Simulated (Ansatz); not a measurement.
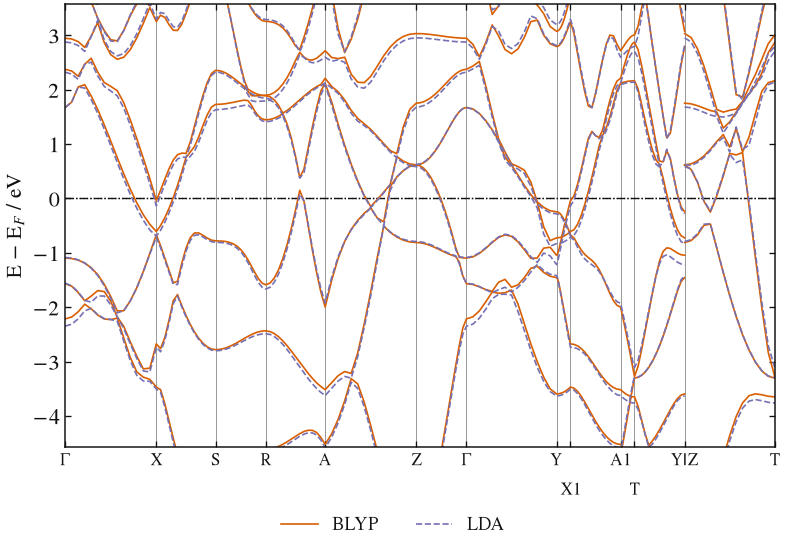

Band structures of TiSi, space group Cmmm (No. 65), 2 atoms in the primitive cell (a = 2.79 Å, b = 2.79 Å, c = 3.80 Å, α = 90.00°, β = 90.00°, γ = 98.76°), by two methods on the same cell. Each is counted from its own Fermi level.

What changes from one method to the other?

Answer. Both give a metal. Levels within 1 eV of the Fermi level in either run differ by 0.05 eV on average and by 0.16 eV at most (between T and Y).

Settings. BLYP: Ansatz PAW, no spin polarisation, no spin-orbit coupling, 6×6×4 k mesh, 420 eV cutoff, Fermi-Dirac smearing of 0.05 eV (Ansatz). LDA: Ansatz PAW, no spin polarisation, no spin-orbit coupling, 10×10×7 k mesh, 420 eV cutoff, Fermi-Dirac smearing of 0.05 eV (Ansatz 0.2.0).

In reduced coordinates of the cell that was run, X is (0.434, 0.434, 0), S is (0, 0.5, 0), R is (0, 0.5, 0.5), A is (0.434, 0.434, 0.5), Z is (0, 0, 0.5), Y is (−0.5, 0.5, 0), X1 is (−0.434, 0.566, 0), A1 is (−0.434, 0.566, 0.5) and T is (−0.5, 0.5, 0.5). The cell is at −8 GPa in LDA and 6 GPa in BLYP. The PAW data sets were made with another functional. The cell comes from a database of computed structures, and whether it is the stable form of this composition wasn't checked. BLYP: the k mesh is coarse, so the values aren't converged.
